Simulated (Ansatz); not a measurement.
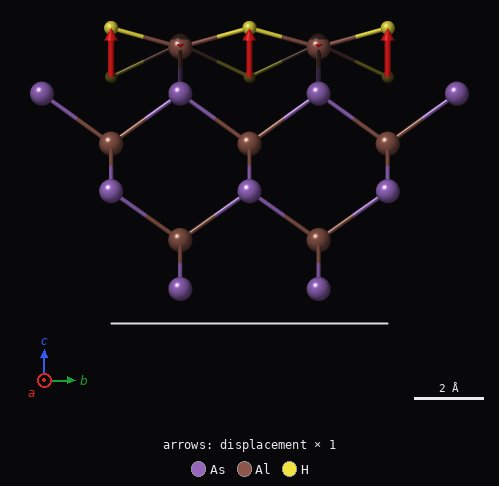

This is a constrained relaxation of a slab of composition Al3As3H (cut from the F-43m phase). The starting structure is drawn faded, the final one solid; red arrows show the displacements, at their true length.

The picture is a ball-and-stick view of the 1 × 2 repeat of the cell, outlined in the plane, without the vacuum, seen along the a axis.

Case: H put at a bridge Al-Al site. The slab is the (1 0 0) face of AlAs with H on it. 3 atoms are held fixed.

The calculation used DFT PBEsol, scalar-relativistic, plane waves, PAW in Ansatz. Set-up: plane-wave cutoff 420 eV; k-point mesh 7 × 7 × 1; occupations gaussian; smearing width 0.05 eV; collinear spin; dipole correction; atoms relaxed in a fixed cell; force threshold 0.03 eV/Å; at most 70 steps.

Question: Atoms of which element are displaced furthest, and by how much?

Answer: Hydrogen: up to 1.42 Å, against 0.10 Å for aluminium.

Question: What happened in the run?

Answer: After 8 geometry steps the energy has fallen by 1.445 eV per cell of the calculation. Largest force component: 1.3 eV/Å at the start, 0.013 eV/Å at the end. The atom that moves furthest is the H atom (1.42 Å along the normal (+c)). By element the largest moves are H 1.42 Å, Al 0.10 Å, As 0.02 Å. The lattice vectors keep their values. Near-neighbour distances that change, for instance: Al–H 2.224 → 2.083 Å, Al–As 2.461 → 2.415 Å, Al–As 2.492 → 2.477 Å. Bond angles that change, for instance: As–Al–As 109.2° → 112.3°, Al–As–Al 109.2° → 112.3°. The program noted that the starting moments weren't kept.

Limits of the set-up: the periodic images lie only 4.0 Å apart, so the values are limited by the cell's size.
